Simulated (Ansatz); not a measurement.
## ZrS2: geometry relaxation (part 2 of 2)

ZrS2 (slab, 6 atoms in the cell); DFT PBE+D3(BJ), scalar-relativistic, plane waves, PAW, no spin polarisation (Ansatz 0.2.0); cutoff 420 eV, 12×12×1 k-mesh, Gaussian smearing of 0.02 eV. The structure derives from an entry of the Crystallography Open Database. The input holds or restrains some coordinates. Forces given for the steps count only the free coordinates. It belongs to a series of runs on one base structure; here: bilayer, upper layer shifted by (0.333, 0.667).

Geometry of the input (Å; fractional positions):
```
3.6482  0.0000  0.0000
-1.8241  3.1594  0.0000
0.0000  0.0000  44.2705
S  0.6667  0.3333  0.3968
Zr 0.0000  0.0000  0.4298
S  0.3333  0.6667  0.4627
S  0.0000  0.0000  0.5373
Zr 0.3333  0.6667  0.5702
S  0.6667  0.3333  0.6032
```

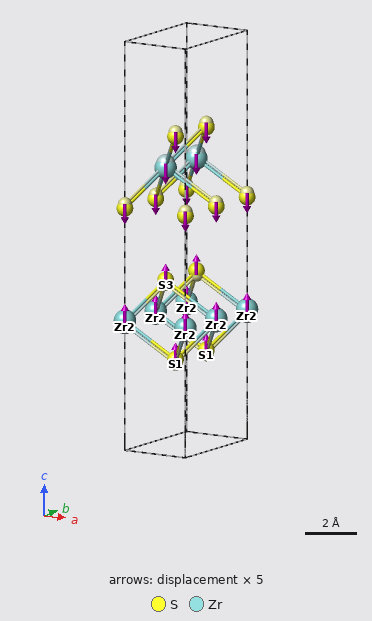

*Start (faint) and end (solid) with the displacements as pink arrows, magnified 5 times (ball-and-stick view of the 1 × 2 repeat of the cell, with the vacuum cut short, seen slightly off an axis).*

The largest moves, 0.17 Å, are those of S1, Zr2, Zr5 and S6. Largest moves by element: S 0.17 Å, Zr 0.17 Å. The cell doesn't change. After 5 geometry steps the energy has fallen by 3.1 meV per atom. Largest force component: 0.046 eV/Å at the start, 0.0028 eV/Å at the end. (Atoms are counted from 1 in the order of the input.)

```
NSCF: frozen V_eff on 25 k-points
SCF converged after 6 iterations
Free energy (F): -11986.995753 eV
Harris-Foulkes:  -11986.995753 eV  (|F-HF|=2.37e-8)
Internal energy: -11986.995753 eV  (E = F + TS)
E sigma→0 (E₀):  -11986.995753 eV
Fermi energy:    -5.916720 eV
--- Per-component energies (eV) ---
  E_band       = -971.011251
  E_kinetic    = 1094.007284
  E_local      = -136750.326833  (includes V_loc(G=0)·N_el)
  E_nonlocal   = 269.234767
  E_hartree    = 67664.317262
  E_xc         = -713.929706
  E_vxc        = -734.153230  (∫ρ·V_xc dr)
  E_paw        = -8307.688465  (= ΣΔE_a)
  E_vpaw       = -178.425617  (= ΣTr[D̂ρ^β])
  E_aug_tail   = 0.000054  (compensation charges beyond the density's cutoff)
  E_ewald      = 64759.158881
  E_disp       = -1.768998  (pairwise vdW)
  E_smearing   = -0.000000  (= −TS)
  E_closure    = -0.000000  (closes the sum)
  Σ components = -11986.995753   (vs F -11986.995753, Δ=0.00e0)
--- Forces (eV/Å), atoms counted from 1 ---
  atom   1  S      0.00000000    -0.00000000    -0.00005803
  atom   2  Zr     0.00000000     0.00000000     0.00218391
  atom   3  S      0.00000000     0.00000000    -0.00282371
  atom   4  S     -0.00000000    -0.00000000     0.00282283
  atom   5  Zr    -0.00000000    -0.00000000    -0.00217204
  atom   6  S      0.00000000     0.00000000     0.00005541
  max |Σ_I F_I| component: 8.37e-6 eV/Å
--- 2D stress c σ (N/m, compression-positive) ---
       -0.150293      -0.000000       0.000000
       -0.000000      -0.150293       0.000000
        0.000000       0.000000       0.000000
  P = ½ c Tr σ = -0.1503 N/m
--- Band table (eV; the first three rows and the last of 19) ---
  k-point 0: bands = ["-55.2533", "-55.2533", "-33.3239", "-33.3235", "-33.1646", "-33.1646", "-33.1646", "-33.1646", "-18.9542", "-18.8094", "-17.8112", "-17.6120", "-10.5193", "-9.9308", "-9.0575", "-9.0575", "-9.0289", "-9.0289", "-7.6795", "-6.7712", "-6.4661", "-6.4661", "-6.3865", "-6.3865", "-4.7365", "-4.7365", "-4.7225", "-4.7225", "-3.8395", "-3.7608"]
  k-point 1: bands = ["-55.2520", "-55.2519", "-33.3198", "-33.3194", "-33.1837", "-33.1836", "-33.1687", "-33.1687", "-18.8816", "-18.7375", "-17.8169", "-17.6267", "-10.4320", "-9.8579", "-9.2306", "-9.1536", "-9.0167", "-8.9838", "-7.4424", "-6.9702", "-6.8549", "-6.6739", "-6.6491", "-6.5878", "-4.6809", "-4.6395", "-4.4966", "-4.4621", "-3.7560", "-3.6347"]
  k-point 2: bands = ["-55.2482", "-55.2482", "-33.3086", "-33.3083", "-33.2351", "-33.2351", "-33.1797", "-33.1797", "-18.6795", "-18.5385", "-17.8302", "-17.6652", "-10.2048", "-9.7054", "-9.5199", "-9.2881", "-8.9181", "-8.8736", "-7.8775", "-7.8113", "-7.0562", "-7.0454", "-6.9515", "-6.5871", "-4.7833", "-4.6673", "-4.0163", "-3.9675", "-3.5287", "-3.3452"]
  k-point 18: bands = ["-55.2303", "-55.2303", "-33.3546", "-33.3546", "-33.3542", "-33.3542", "-33.2541", "-33.2541", "-17.7134", "-17.7134", "-17.6694", "-17.6694", "-9.8453", "-9.6782", "-9.6782", "-9.5793", "-9.5792", "-9.5620", "-8.4556", "-8.4556", "-8.2588", "-8.2413", "-7.8026", "-7.8025", "-3.9786", "-3.9786", "-3.3164", "-3.2305", "-3.2305", "-3.1824"]
--- Relaxed structure (6 steps of the walk, 6 accepted, 0 SCFs on fresh bases) ---
  F+E_penalty+E_count = -11986.99575320 eV   max|allowed force component| = 2.825e-3 eV/Å
  cell:  # Å, volume = 510.2611 Å³
    - [3.648157291476657, -2.88675137782247e-11, 0.0]
    - [-1.8240786457133285, 3.1593968914346497, 0.0]
    - [0.0, 0.0, 44.2705330929]
  atoms:
    - { symbol: S, position: [0.6666666666666665, 0.3333333333333333, 0.40058377406825707] }
    - { symbol: Zr, position: [1.6819828567416228e-18, 1.6819828567569911e-18, 0.43352218334391524] }
    - { symbol: S, position: [0.33333333333333326, 0.6666666666666667, 0.46637336218337744] }
    - { symbol: S, position: [0.0, 0.0, 0.5336266542279773] }
    - { symbol: Zr, position: [0.33333333333333326, 0.6666666666666667, 0.5664777859025814] }
    - { symbol: S, position: [0.6666666666666665, 0.3333333333333333, 0.5994162402738917] }
```

## Trajectory as extended XYZ (Å, eV, eV/Å), 6 frames, from step=1 to step=6
```
6
Lattice="3.6482 0.0000 0.0000 -1.8241 3.1594 0.0000 0.0000 0.0000 44.2705" Properties=species:S:1:pos:R:3:forces:R:3 step=1 energy=-11986.97743
S     1.8241    1.0531   17.5676    0.0000   0.0000   0.0094
Zr    0.0000    0.0000   19.0265    0.0000   0.0000   0.0457
S     0.0000    2.1063   20.4853    0.0000   0.0000   0.0391
S     0.0000    0.0000   23.7853    0.0000   0.0000  -0.0390
Zr    0.0000    2.1063   25.2441    0.0000   0.0000  -0.0458
S     1.8241    1.0531   26.7029    0.0000   0.0000  -0.0093
6
Lattice="3.6482 0.0000 0.0000 -1.8241 3.1594 0.0000 0.0000 0.0000 44.2705" Properties=species:S:1:pos:R:3:forces:R:3 step=2 energy=-11986.99404
S     1.8241    1.0531   17.7550    0.0000   0.0000   0.0569
Zr    0.0000    0.0000   19.2180    0.0000   0.0000   0.0055
S     0.0000    2.1063   20.6782    0.0000   0.0000  -0.0963
S     0.0000    0.0000   23.5923    0.0000   0.0000   0.0963
Zr    0.0000    2.1063   25.0525    0.0000   0.0000  -0.0054
S     1.8241    1.0531   26.5155    0.0000   0.0000  -0.0570
6
Lattice="3.6482 0.0000 0.0000 -1.8241 3.1594 0.0000 0.0000 0.0000 44.2705" Properties=species:S:1:pos:R:3:forces:R:3 step=3 energy=-11986.99404
S     1.8241    1.0531   17.7610    0.0000   0.0000  -0.0968
Zr    0.0000    0.0000   19.2106    0.0000   0.0000   0.0029
S     0.0000    2.1063   20.6566    0.0000   0.0000   0.0826
S     0.0000    0.0000   23.6139    0.0000   0.0000  -0.0826
Zr    0.0000    2.1063   25.0599    0.0000   0.0000  -0.0028
S     1.8241    1.0531   26.5096    0.0000   0.0000   0.0967
6
Lattice="3.6482 0.0000 0.0000 -1.8241 3.1594 0.0000 0.0000 0.0000 44.2705" Properties=species:S:1:pos:R:3:forces:R:3 step=4 energy=-11986.99564
S     1.8241    1.0531   17.7221    0.0000   0.0000   0.0049
Zr    0.0000    0.0000   19.1807    0.0000   0.0000   0.0073
S     0.0000    2.1063   20.6359    0.0000   0.0000  -0.0026
S     0.0000    0.0000   23.6346    0.0000   0.0000   0.0026
Zr    0.0000    2.1063   25.0898    0.0000   0.0000  -0.0073
S     1.8241    1.0531   26.5484    0.0000   0.0000  -0.0050
6
Lattice="3.6482 0.0000 0.0000 -1.8241 3.1594 0.0000 0.0000 0.0000 44.2705" Properties=species:S:1:pos:R:3:forces:R:3 step=5 energy=-11986.99564
S     1.8241    1.0531   17.7221    0.0000   0.0000   0.0048
Zr    0.0000    0.0000   19.1807    0.0000   0.0000   0.0076
S     0.0000    2.1063   20.6359    0.0000   0.0000  -0.0028
S     0.0000    0.0000   23.6346    0.0000   0.0000   0.0028
Zr    0.0000    2.1063   25.0898    0.0000   0.0000  -0.0076
S     1.8241    1.0531   26.5484    0.0000   0.0000  -0.0048
6
Lattice="3.6482 0.0000 0.0000 -1.8241 3.1594 0.0000 0.0000 0.0000 44.2705" Properties=species:S:1:pos:R:3:forces:R:3 step=6 energy=-11986.99575
S     1.8241    1.0531   17.7341    0.0000   0.0000  -0.0001
Zr    0.0000    0.0000   19.1923    0.0000   0.0000   0.0022
S     0.0000    2.1063   20.6466    0.0000   0.0000  -0.0028
S     0.0000    0.0000   23.6239    0.0000   0.0000   0.0028
Zr    0.0000    2.1063   25.0783    0.0000   0.0000  -0.0022
S     1.8241    1.0531   26.5365    0.0000   0.0000   0.0001
```

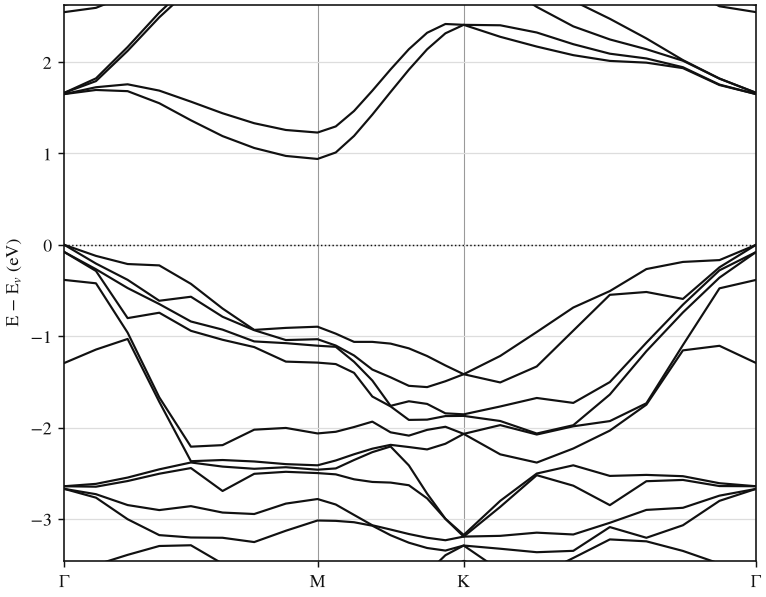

*Band structure along Γ–M–K–Γ, with energies from the valence-band top.*

There is a gap of 0.94 eV on this path, indirect, from Γ to M.

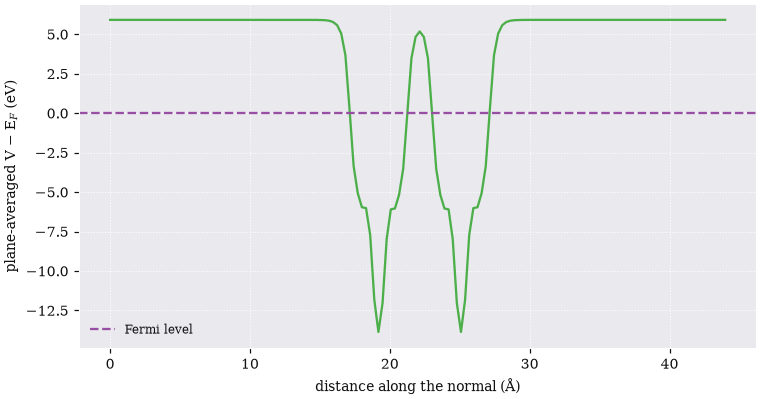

*Plane average of the electrostatic potential energy of an electron across the cell, from the Fermi level.*

The vacuum level lies 5.92 eV above the Fermi level.

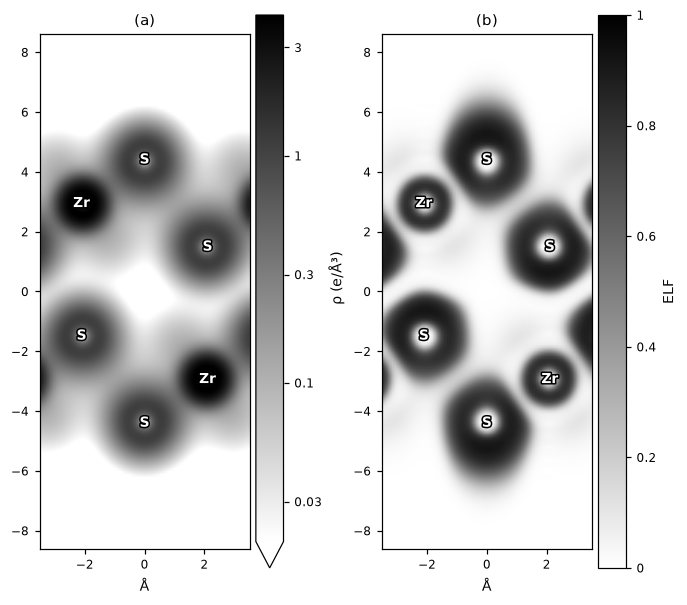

*(a) valence charge density (pseudo); (b) ELF on the (110) plane of the calculation cell, a cut from vacuum to vacuum.*

The section cuts through S and Zr sites. Zr–S (2.56 Å): ρ at the midpoint is about 0.44 e/Å³; the ELF is about 0.40 at the midpoint. The density dies away to nearly zero in the vacuum. The strong features right at Zr lie inside the PAW spheres (semicore, d or f shells) and say nothing about bonding. Core electrons are frozen (PAW), so the fields are smoothed inside the atomic spheres.

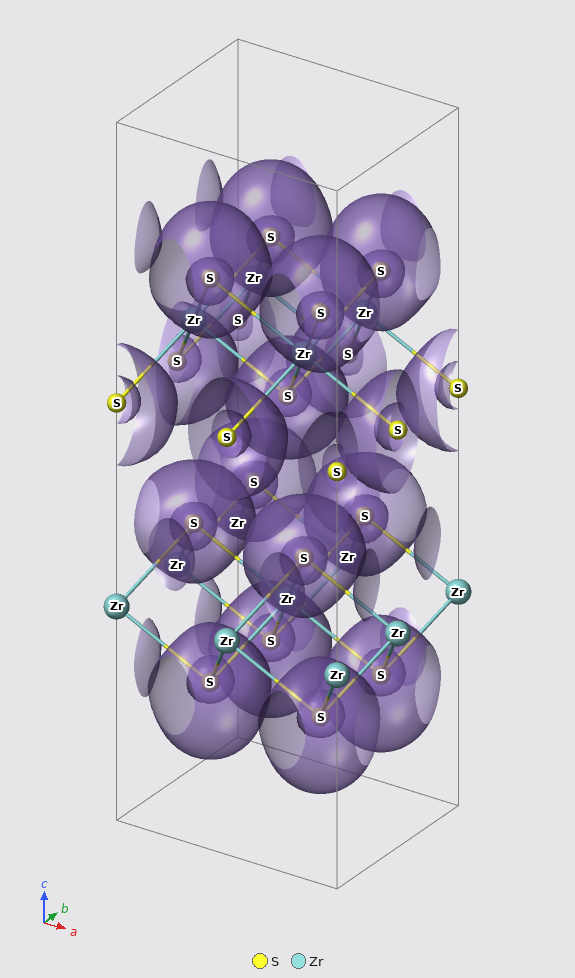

*Isosurface of the electron localisation function at 0.65 (purple), seen slightly off an axis. Only the valence region is drawn (cores and ρ < 0.01 e/Å³ removed). Sticks mark near contacts.*

Along the contacts the grid gives the following. Zr–S (2.56 Å): the ELF is about 0.40 at the midpoint.

## Results in brief

- outcome: converged under the restraints of the input
- electrons treated: 48
- free energy: −11986.9958 eV
- work function, top face: 5.92 eV
- work function, bottom face: 5.92 eV
- Fermi energy: −5.917 eV
- gap on the k-point mesh: 0.94 eV
- gap on the band path: 0.94 eV
- final volume: 510.26 Å³
- work function (upper face): 5.92 eV
- largest force (length of the vector) at the end, held atoms and coordinates included: 0.003 eV/Å
- hardware: 2 threads of Intel Xeon @ 2.50GHz (Skylake/Cascade Lake), 32 GiB of memory available, shared host
- wall time: 97 s (CPU time 3.2 min)
- peak memory: 0.83 GiB

## Remarks

Notes on the run: the SCF threshold is looser than advised for the printed stress.
